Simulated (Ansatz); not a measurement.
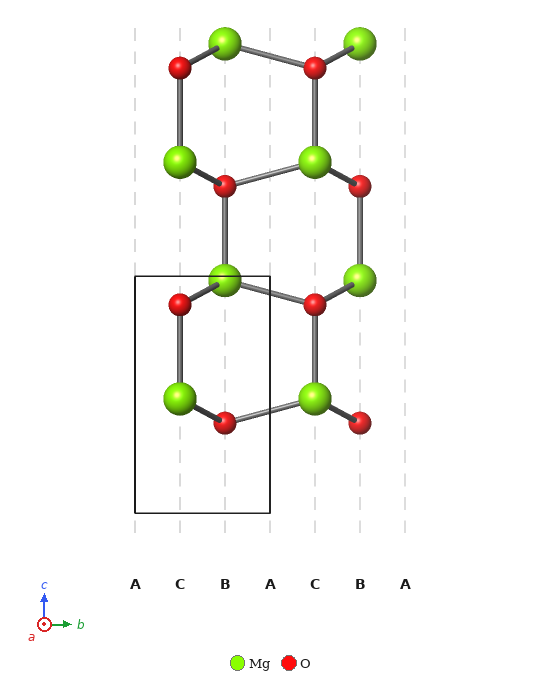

Projection along an edge of the hexagonal mesh, stacking direction c upwards. The dashed lines mark the three columns A (0, 0), B (1/3, 2/3) and C (2/3, 1/3). The sequence starts with the first layer at or above the cell's origin.

System MgO; source of the atomic positions: coordinates from a relaxation with DFT, PBEsol, plane waves, PAW (Ansatz 0.2.0); the starting structure was generated, so it need not be a known form of this composition.

### Give the sequence of layers in one repeat, with element and column.

O(B) – Mg(C) – O(C) – Mg(B) (four layers in 5.02 Å).

### How are the O layers alone stacked?

O layers alone: BC, the hexagonal close-packed type.

### Which positions between or in the O layers do the other atoms fill?

Mg: two tetrahedral sites, counted in one hexagonal cell.

### What short polytype symbol fits?

Polytype symbol 2H, the symbol of a tetrahedral polytype (number of double layers in the repeat and lattice).

Heights of the layers:

| layer | atoms (column) | height (Å) | to next (Å) |
| --- | --- | --- | --- |
| 1 | O(B) | 1.91 | 0.51 |
| 2 | Mg(C) | 2.42 | 1.99 |
| 3 | O(C) | 4.42 | 0.51 |
| 4 | Mg(B) | 4.93 | 1.99 |
